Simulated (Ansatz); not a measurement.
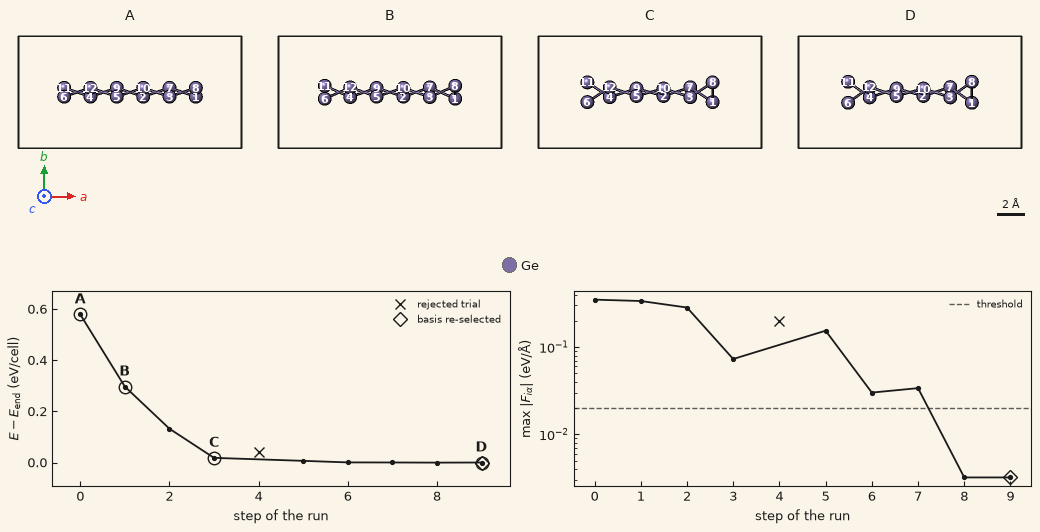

Frames of a relaxation of a wire of composition Ge, marked on the history of the run. The picture is a ball-and-stick view of the cell of the calculation, with the vacuum cut short, seen along the c axis.

Case: armchair ribbon, 6 formula units a period.

The calculation used DFT PBE, scalar-relativistic, plane waves, PAW (Ansatz 0.2.0). Settings: plane-wave cutoff 420 eV; k-point mesh 1 × 1 × 8; occupations gaussian; smearing width 0.05 eV; no spin polarisation; cell relaxed at fixed a, b, alpha, beta, gamma; force threshold 0.02 eV/Å; at most 45 steps.

### Describe the path.

The energy falls by 0.579 eV per cell of the calculation in 7 accepted moves (9 points after the start). Largest force component: 0.35 eV/Å at the start, 0.0032 eV/Å at the end. The line search rejected the trial step at point 4 of the run. At 1 point the geometry stayed and the basis and grid were re-selected for the new cell (energy shift of 0.4 meV per cell of the calculation at most each time). The largest moves relative to the centre of the atoms, 0.62 Å, are those of Ge1, Ge6, Ge8 and Ge11. Along the periodic axis the drawn cell goes c 7.004 → 6.929 Å (−1.1 %). Among the contacts that change: Ge3–Ge7 2.431 → 2.495 Å, Ge1–Ge8 2.431 → 2.383 Å, Ge1–Ge7 2.431 → 2.478 Å, Ge2–Ge9 2.431 → 2.411 Å. Among the angles between lasting bonds that change: Ge7–Ge1–Ge8 112.5° → 95.2°, Ge9–Ge4–Ge11 112.5° → 100.0°, Ge2–Ge9–Ge4 112.5° → 116.7°. From step 0 to 1: Ge atoms move most (0.17 Å), energy −0.282 eV per cell of the calculation. From step 1 to 3: Ge atoms move most (0.38 Å), energy −0.279 eV per cell of the calculation. From step 3 to 9: Ge atoms move most (0.09 Å), energy −18.2 meV per cell of the calculation.
